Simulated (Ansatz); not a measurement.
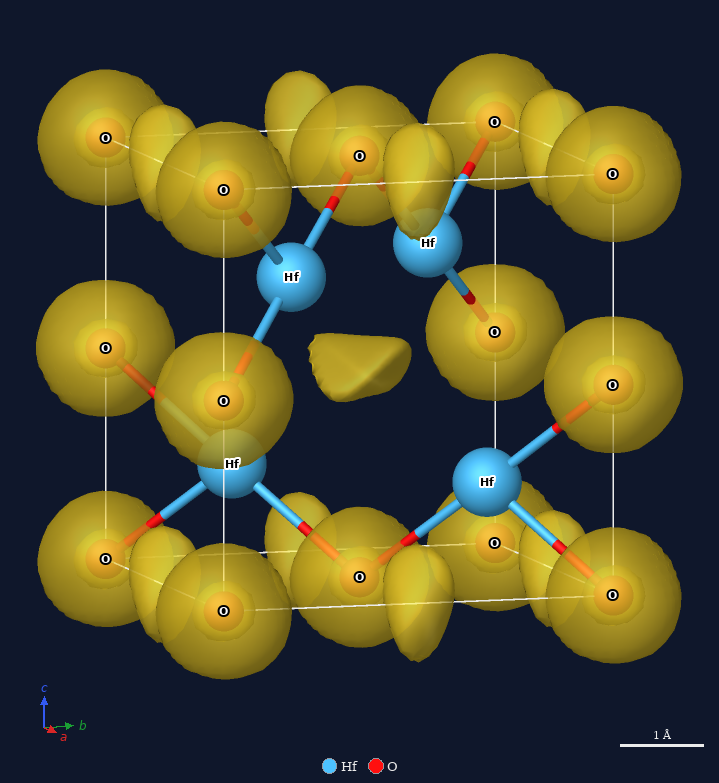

*Hf₄O₃. Isosurface of the ELF at 0.7 (yellow), seen slightly off an axis. Core shells and regions of very low density are left out. Sticks mark near contacts.*

Space group P-42m; a structure from a database of computed crystals, not necessarily the ambient phase; a generated structure, not necessarily the stable one; changed on purpose from its base cell (volume × 1.06, shape and atoms relaxed); computed pressure about −8 GPa in this cell.

Theory: DFT PBE, scalar-relativistic, plane waves, PAW in Ansatz 0.2.0.

Core electrons are frozen (PAW), and the valence fields are smoothed inside the atomic spheres.

```yaml
crystal:
  lattice:
    - [4.90877, 0.00000, 0.00000]
    - [0.00000, 4.90877, 0.00000]
    - [0.00000, 0.00000, 5.12730]
  atoms:
    - { symbol: Hf, position: [0.24871, 0.24871, 0.24736] }
    - { symbol: Hf, position: [0.75129, 0.75129, 0.24736] }
    - { symbol: Hf, position: [0.75129, 0.24871, 0.75264] }
    - { symbol: Hf, position: [0.24871, 0.75129, 0.75264] }
    - { symbol: O, position: [0.00000, 0.00000, 0.00000] }
    - { symbol: O, position: [0.00000, 0.00000, 0.50000] }
    - { symbol: O, position: [0.50000, 0.50000, 0.00000] }
```

What do the ELF domains correspond to?

Answer. The ELF exceeds this value in three regions wrapped around O (the valence shell of each) and three pockets between the atoms, centred on no nucleus (multi-centre or interstitial), counted in one cell of 7 atoms. Regions shared between cells count once.

Values along the shortest contacts:
Hf–O (2.14 Å): the ELF peaks at about 0.85 in the valence shell of O, 0.6 Å from its nucleus, and drops to about 0.20 between the two atoms; no localised pair shows between them.

Does the calculation give a band gap?

Answer. It is metallic or semimetallic at this level of theory: no gap opens.
